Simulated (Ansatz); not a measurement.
**W: 9 runs along one coordinate**

System: W (1 atom in the cell).
Method: DFT LDA, scalar-relativistic, plane waves, PAW, no spin polarisation (Ansatz 0.2.0).

The 9 runs differ only in the geometry, by a strain of the cell at fixed fractional positions. Against run 5, the strain is εyy = η. The structure derives from an entry of the Crystallography Open Database.

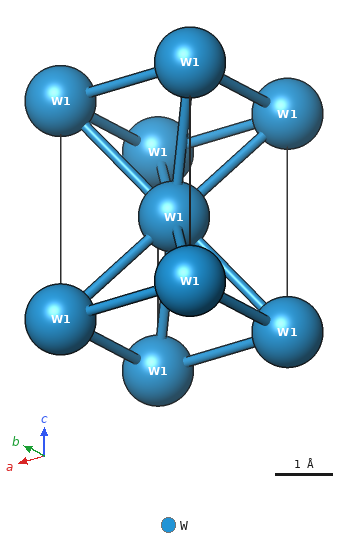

Figure 1. The structure of run 5 (ball-and-stick view of the cell 2 times as large as that of the calculation, set on its symmetry axes, seen at an oblique angle; atoms are numbered from 1 in the order of the input).

## Input of run 5
```yaml
crystal:
  lattice:
    - [0.0, 2.106125, 2.03]
    - [2.03, 0.0, 2.03]
    - [2.03, 2.106125, 0.0]
  atoms:
    - { symbol: W, position: [0.0, 0.0, 0.0] }
basis:
  ecutwfc: 420
kpoints:
  mp_grid: { grid: [20, 20, 20] }
hamiltonian:
  xc: lda
scf:
  occupations: { method: gaussian, width: 0.15 }
output:
  forces: true
  stress: true
  eigenvalues: true
```

Command:
```bash
ansatz run input.yaml --threads 1 --pin off --max-ram 1228MiB --backend cpu --events-out ev --progress --plain --runs-dir out
```

Run 7 differs from it as follows:
```diff
-    - [0.0, 2.106125, 2.03]
+    - [0.0, 2.258375, 2.03]
-    - [2.03, 2.106125, 0.0]
+    - [2.03, 2.258375, 0.0]
```

## Results, with one run withheld

| run | strain parameter η (%) | free energy per atom, from the lowest run given (meV) | pressure (GPa) |
| --- | --- | --- | --- |
| 1 | −18.0723 | 13.42 | 36.03 |
| 2 | −14.4578 | 0.00 | 18.44 |
| 3 | −10.8434 | 28.58 | 3.97 |
| 4 | −7.2289 | 83.15 | −8.02 |
| 5 | 0.0000 | 223.96 | −25.89 |
| 6 | 3.6145 | 313.27 | −32.51 |
| 7 | 7.2289 | ? | ? |
| 8 | 9.0313 | 486.57 | −40.05 |
| 9 | 10.8434 | 556.12 | −42.00 |

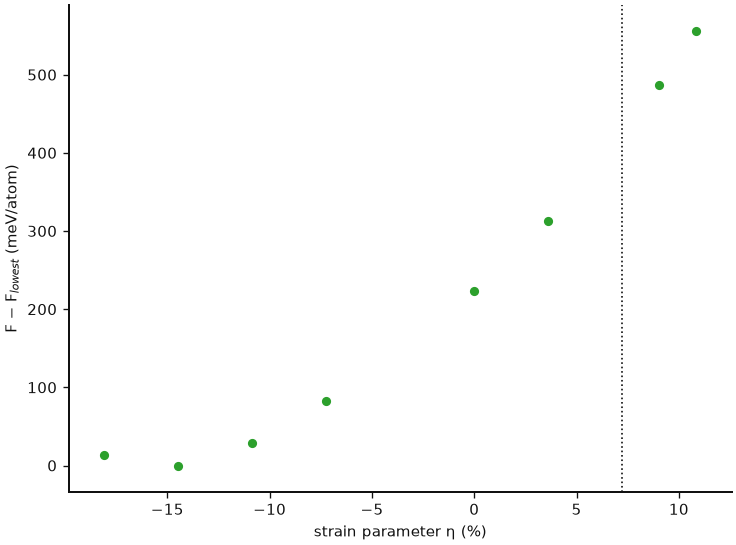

Figure 2. Free energy per atom of the runs given; the dotted line marks run 7.

Fit the runs given and predict run 7.

A cubic polynomial in the coordinate, fitted to the 8 runs given, misses them by at most 8.23 meV per atom. With x = η + 3.3892, it reads F = 143.98 + 20.529 x + 0.67145 x² − 0.0067921 x³ (meV per atom). At run 7 it gives 429.53 meV per atom, and the run itself gives 423.08. The fit has its minimum at η = −16.1900 %. So low a polynomial doesn't follow these energies more closely.

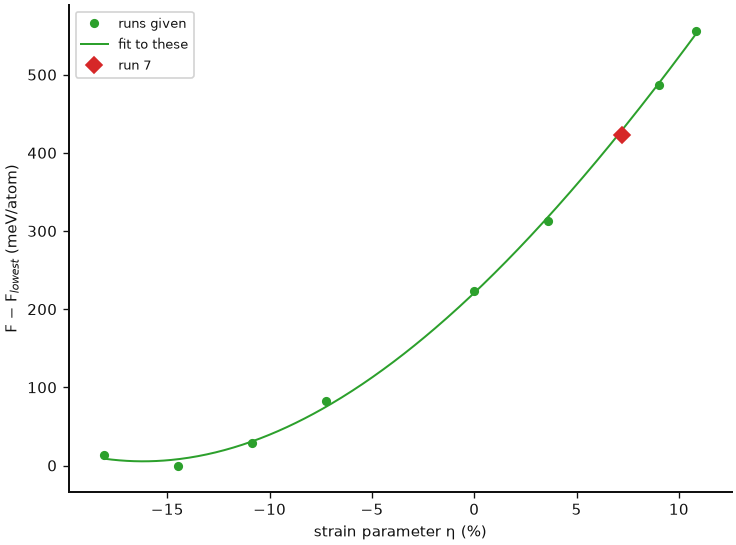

Figure 3. The fit and the withheld run.

## Output, shortened to warnings, some set-up lines, iterations and results (run 7)
```
Basis set: ecut = 420 eV, 355 PW (Γ)
Symmetry: 16 space group operations
k-points: 641 of 8000
Initial density: superposition of atomic densities (neutral atoms: chi_scale 0, normalization atom), corrected by the library's trained network
[...]
SCF iter   1: F=—  HF=-10129.023427 eV  |F-HF|=—  |Δ(HF+E_count)|=         —  Δρ=5.67e-3  dr2=3.55e-3  ethr=1.77e-3  ⟨swp⟩=5.0  Hψ=38472  notcnv=0
SCF iter   2: F=—  HF=-10129.022600 eV  |F-HF|=—  |Δ(HF+E_count)|=   8.27e-4  Δρ=3.32e-3  dr2=1.26e-3  ethr=2.54e-5  ⟨swp⟩=1.0  Hψ=12181  notcnv=0
SCF iter   3: F=—  HF=-10129.022319 eV  |F-HF|=—  |Δ(HF+E_count)|=   2.81e-4  Δρ=2.26e-4  dr2=3.65e-6  ethr=9.01e-6  ⟨swp⟩=2.3  Hψ=8858  notcnv=0
SCF iter   4: F=—  HF=-10129.022318 eV  |F-HF|=—  |Δ(HF+E_count)|=   1.37e-6  Δρ=7.50e-5  dr2=7.58e-7  ethr=2.61e-8  ⟨swp⟩=2.0  Hψ=11446  notcnv=0
SCF iter   5: F=-10129.022317 eV  HF=-10129.022317 eV  |F-HF|=4.62e-9  |Δ(HF+E_count)|=   3.59e-7  Δρ=1.30e-5  dr2=1.25e-8  ethr=5.41e-9  ⟨swp⟩=2.0  Hψ=10550  notcnv=0
SCF iter   6: F=-10129.022317 eV  HF=-10129.022317 eV  |F-HF|=5.98e-10  |Δ(HF+E_count)|=   2.44e-9  Δρ=3.25e-6  dr2=7.69e-10  ethr=8.96e-11  ⟨swp⟩=2.1  Hψ=22925  notcnv=0
SCF 1 converged in 6 iterations: F = -10129.022317 eV  dr2 = 7.69e-10
SCF converged after 6 iterations
Free energy (F): -10129.022317 eV
Harris-Foulkes:  -10129.022317 eV  (|F-HF|=5.98e-10)
Internal energy: -10129.009667 eV  (E = F + TS)
E sigma→0 (E₀):  -10129.015992 eV
Entropy (-TS):   -0.012650 eV (-12.650 meV/atom)
Fermi energy:    18.207578 eV
--- Per-component energies (eV) ---
  E_band       = -137.434023
  E_kinetic    = 443.751541
  E_local      = -718.213706  (includes V_loc(G=0)·N_el)
  E_nonlocal   = 6.052125
  E_hartree    = 247.976271
  E_xc         = -262.300142
  E_vxc        = -235.436674  (∫ρ·V_xc dr)
  E_paw        = -8309.066832  (= ΣΔE_a)
  E_vpaw       = -129.539238  (= ΣTr[D̂ρ^β])
  E_aug_tail   = -0.000065  (compensation charges beyond the density's cutoff)
  E_ewald      = -1537.492012
  E_core_change = 0.283153  (= ΣΔE_core)
  E_smearing   = -0.012650  (= −TS)
  E_closure    = 0.000000  (closes the sum)
  Σ components = -10129.022317   (vs F -10129.022317, Δ=0.00e0)
--- Forces (eV/Å), atoms counted from 1 ---
  atom   1  W     -0.00000000    -0.00000000     0.00000000
  max |Σ_I F_I| component: 9.86e-32 eV/Å
--- Stress (GPa, compression-positive) ---
      -41.247353      -0.000000      -0.000000
       -0.000000     -30.953339      -0.000000
       -0.000000      -0.000000     -41.247353
  P = ⅓ Tr σ = -37.8160 GPa (-378.160 kbar)
```

Notes: Spin–orbit coupling is left out, which matters for W.
